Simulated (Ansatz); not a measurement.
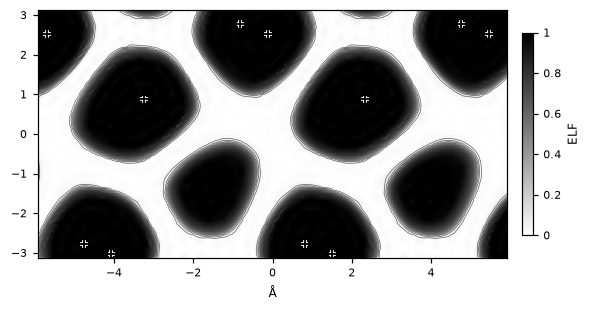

The ELF on a plane through atoms (crosses mark nuclei in the plane).

All numbers below come from Ansatz, DFT PBE, scalar-relativistic, plane waves, PAW.

Candidates:
A. ZnAu, a = 3.09 Å, b = 3.09 Å, c = 3.09 Å, α = 90.00°, β = 90.00°, γ = 90.00°. Space group Pm-3m; changed on purpose from its base cell (volume × 0.91); computed pressure about 14 GPa in this cell; computed without spin polarisation.
B. H (amorphous cell), a = 5.58 Å, b = 5.77 Å, c = 5.72 Å, α = 85.29°, β = 94.48°, γ = 106.33°. 
C. Al$_{7}$N$_{8}$ (cell with a defect), a = 6.23 Å, b = 6.23 Å, c = 6.23 Å, α = 60.00°, β = 60.00°, γ = 60.00°. Computed pressure about 3 GPa in this cell; computed without spin polarisation.

**Which candidate gave the map?**

Candidate B: H on the (001) plane of the calculation cell, which holds H. H–H (0.75 Å): the ELF peaks at about 1 between the atoms.
